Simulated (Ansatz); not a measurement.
**Gadolinium, hcp: HSE06 at the PBE geometry**

How do the levels and moments change when part of the exchange is made exact, and what does it cost? The cell comes from an earlier PBE relaxation. Exact exchange is dear, so the k-mesh is coarse, and PBE is run on the same mesh for comparison.

Computed with Ansatz 0.2.0 (DFT, plane waves (420 eV) with PBE-made PAW files, scalar-relativistic; functionals as named at each step, unless a step says otherwise).

## Step 1: The structure to begin with

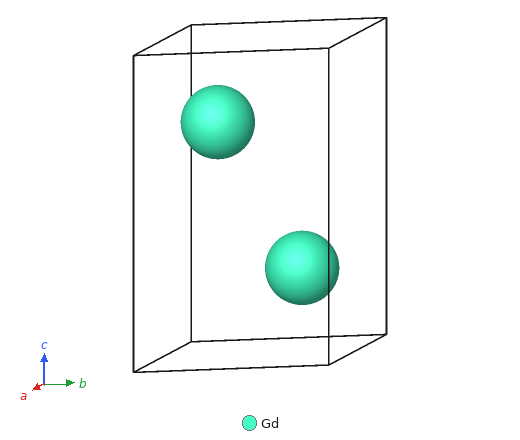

The structure, seen slightly off an axis (gadolinium teal). Any atoms on the faces are drawn again on the opposite ones.

Coordinates:

```
CELL_PARAMETERS angstrom
3.64833 0.00000 0.00000
-1.82416 3.15954 0.00000
0.00000 0.00000 5.83273
ATOMIC_POSITIONS crystal
Gd 0.33333 0.66667 0.25000
Gd 0.66667 0.33333 0.75000
```

Starting moments (μB): +7.37 ×2.

## Step 2: PBE, coarse mesh

The run with PBE.

Input file input.yaml:

```yaml
crystal:
  lattice:
    - [3.6483274287, 0.0, 0.0]
    - [-1.8241637143, 3.1595442345, 0.0]
    - [0.0, 0.0, 5.8327272371]
  atoms:
    - { symbol: Gd, position: [0.3333333333, 0.6666666667, 0.25], spin: 7.372 }
    - { symbol: Gd, position: [0.6666666667, 0.3333333333, 0.75], spin: 7.372 }
hamiltonian:
  xc: pbe
  pseudopotentials:
    kind: paw
    azcp:
      Gd: "pseudopotentials/Gd.paw.azcp"
basis:
  ecutwfc: 420
  fft_grid_basis: typed
kpoints:
  mp_grid: { grid: [5, 5, 3], shift: [0, 0, 0] }
magnetization:
  spin_polarized: true
scf:
  occupations: { method: fermi_dirac, width: 0.1 }
```

Output, cut to the lines that bear on the results:

```text
Warning: RAYON_NUM_THREADS=4 ignored (pool sized by the plan → 4); use --threads N
[...]
Pseudopotentials: kind: paw
Pseudopotential: Gd, paw, valence charge 18, recommended cutoff 420 eV (normal), <dir>
Functional definition: PBE
[...]
Crystal: 2 atoms, lattice volume = 67.234 Å³
Basis set: ecut = 420 eV, 1315 PW (Γ)
Bands: 31, of which v1, the nominal top of the filled ones, is band 18 counted from 1 (17 counted from 0)
Symmetry: 24 space group operations
Space group: P63/mmc (ITA 194), of the structure as read, at distance tolerance 4.1e-5 Å
Magnetic group: BNS 194.263 (UNI 1493), of the structure as read, at distance tolerance 4.1e-5 Å
k-points: 10 of 75
[...]
Starting moments: Σ|m| = 14.744 μB on 2 of 2 sites
[...]
SCF iter   1: F=—  HF=-18664.054242 eV  |F-HF|=—  |Δ(HF+E_count)|=         —  Δρ=2.70e-2 (↑8.99e-3 ↓2.70e-2)  dr2=3.26e-1  dr2_m=1.75e-1  M=14.710 μB ∫|m|=14.710 μB  β_m=0.30  ethr=9.13e-4  ⟨swp⟩=1.0  Hψ=2868  notcnv=0
[...]
spin=Collinear: Kerker preconditioning applied to the charge; magnetization (m = ρ↑ − ρ↓) channel mixes plain (no charge-response kernel on spin).
[...]
SCF iter  10: F=-18664.516971 eV  HF=-18664.516971 eV  |F-HF|=5.74e-8  |Δ(HF+E_count)|=   2.90e-7  Δρ=1.11e-5 (↑2.50e-6 ↓1.11e-5)  dr2=6.09e-8  dr2_m=2.48e-8  M=15.234 μB ∫|m|=15.234 μB  ethr=1.23e-10  ⟨swp⟩=1.9  Hψ=2019  notcnv=0
[...]
SCF converged after 10 iterations
Magnetization: 15.2339 μB (25.6170 up, 10.3830 down)
Absolute magnetization: 15.2339 μB (∫|ρ↑−ρ↓|, with the PAW one-centre terms)
Spin contamination: 0.0246 ħ² per cell (⟨S²⟩ above its minimum at these occupations)
Per-site moments (μB) at R_I (Å): [(7.331393574282507, 1.4839650147248273), (7.331393574282507, 1.4839650147248273)]
Free energy (F): -18664.516971 eV
[...]
E sigma→0 (E₀):  -18664.454445 eV
Entropy (-TS):   -0.125052 eV (-62.526 meV/atom)
Fermi energy:    12.029926 eV
[...]
```

Run time: 2.6 s. Hardware: 4 threads of an Arm CPU, shared host; peak memory 0.39 GiB.

## Step 3: HSE06, coarse mesh

The run with HSE06.

Edit input.yaml of step 2 so:

```diff
@@ -9,3 +9,3 @@
 hamiltonian:
-  xc: pbe
+  xc: hse06
   pseudopotentials:
```

Output, cut to the lines that bear on the results:

```text
Warning: RAYON_NUM_THREADS=4 ignored (pool sized by the plan → 4); use --threads N
[...]
[... 2 set-up lines as earlier in the session ...]
Functional definition: HSE06
[...]
Crystal: 2 atoms, lattice volume = 67.234 Å³
Basis set: ecut = 420 eV, 1315 PW (Γ)
Bands: 31, of which v1, the nominal top of the filled ones, is band 18 counted from 1 (17 counted from 0)
[... 2 set-up lines as earlier in the session ...]
Magnetic group: BNS 194.263 (UNI 1493), of the structure as read, at distance tolerance 4.1e-5 Å
k-points: 10 of 75
[...]
Starting moments: Σ|m| = 14.744 μB on 2 of 2 sites
[...]
hybrid SCF converged: 2 outer / 11 inner (+21 warm-up), last move |dexx| = 1.60e-5 eV, tail = 3.14e-7 eV
Magnetization: 15.6776 μB (25.8388 up, 10.1612 down)
Absolute magnetization: 15.6822 μB (∫|ρ↑−ρ↓|, with the PAW one-centre terms)
Spin contamination: 0.0292 ħ² per cell (⟨S²⟩ above its minimum at these occupations)
Per-site moments (μB) at R_I (Å): [(7.513089988280004, 1.4839650147248273), (7.513089988280004, 1.4839650147248273)]
Free energy (F): -18669.883021 eV
Frozen-core exchange: fock
[...]
E sigma→0 (E₀):  -18669.864134 eV
Entropy (-TS):   -0.037774 eV (-18.887 meV/atom)
Fermi energy:    12.278322 eV
[...]
--- Band table (eV; the first three rows and the last of 20) ---
[...]
  guard bands above this table: 2 of the run's 31 bands, where the rule asks 3: the bands that hold charge and the lowest empty level above them stay in the table. The solve was not asked for them (output.publish_guard_bands: true or output.eigenvalues: true publishes all)
```

Run time: 30 s. Hardware: 4 threads of an Arm CPU, shared host; peak memory 1 GiB.

## Step 4: The functionals compared

| functional | gap on the mesh | Fermi energy (eV) | magnetic state | SCF cycles | exchange loops | CPU time |
| --- | --- | --- | --- | --- | --- | --- |
| PBE | none (levels filled in part) | 12.030 | ferromagnetic, up to 7.33 μB per atom | 10 | - | 7.3 s |
| HSE06 | none (levels filled in part) | 12.278 | ferromagnetic, up to 7.51 μB per atom | 32 | 2 | 1.7 min |

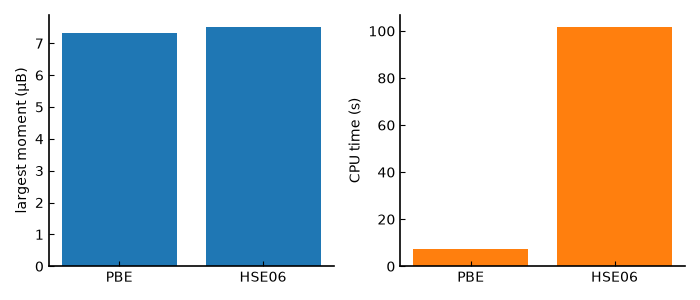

Largest moment and CPU time by functional.

## Step 5: What came out

| quantity | value |
| --- | --- |
| PBE: gap | none (levels filled in part) |
| PBE: magnetic state | ferromagnetic, up to 7.33 μB per atom |
| HSE06: gap | none (levels filled in part) |
| HSE06: magnetic state | ferromagnetic, up to 7.51 μB per atom |
| HSE06: SCF cycles, exchange loops | 32, 2 |
| HSE06: CPU time over that of PBE | 14 |

In words: Neither PBE nor HSE06 shows a clean gap on this mesh. Moments change from 7.33 μB to 7.51 μB at most. HSE06 cost 14 times the CPU time of PBE. The exchange operator of HSE06 was renewed in 2 outer loops. Absolute energies differ from functional to functional, by eV per atom at times, and say nothing by themselves. With an open f shell the SCF can settle in more than one state, and the one found may not be the lowest.
